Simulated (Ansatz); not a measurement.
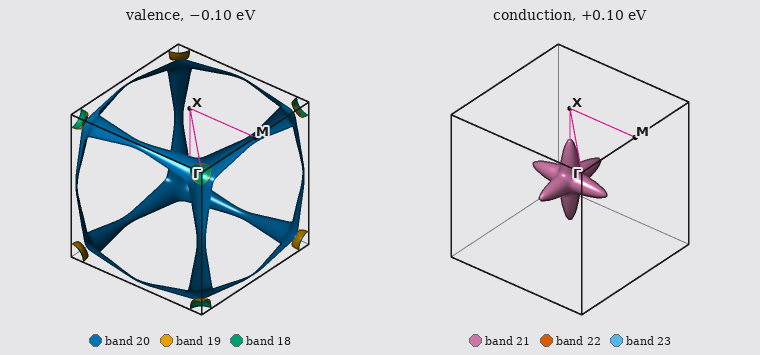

SrTiO3 in space group Pm-3m: constant-energy surfaces at both band edges (energies from each edge).

The calculation used DFT PBE, scalar-relativistic, plane waves, PAW; levels and slopes on a dense k mesh at the converged density in Ansatz. No spin polarisation. k mesh for the levels: 28×28×28. The geometry was not relaxed (residual pressure 4 GPa).

Masses come from a second pass at points close to the extrema; at the energies drawn a band may no longer be parabolic.

Q: Is the gap direct or indirect, and how large does the calculation make it?

A: The gap is indirect, 1.89 eV at this level of theory, which underestimates gaps and can reorder valleys that lie close.

Q: Give the valleys and their effective masses.

A: Valence band (extrema up to 0.10 eV from the edge): one maximum at R, three bands meeting there. Band 20 forms the valence edge; band 19 meets it there and band 18 meets it there.
Conduction band (extrema up to 0.10 eV from the edge): one minimum at Γ, three bands meeting there, with masses of 0.39 and 6.33 mₑ among them, each the same along x, y and z. Band 21 forms the conduction edge; band 22 meets it there and band 23 meets it there.

Where one band's surface lies inside another's, the outer one hides all or part of it.

Spin-orbit coupling, left out here, can change the gap, its kind, the place of the band edges and the masses, since the compound holds Sr.
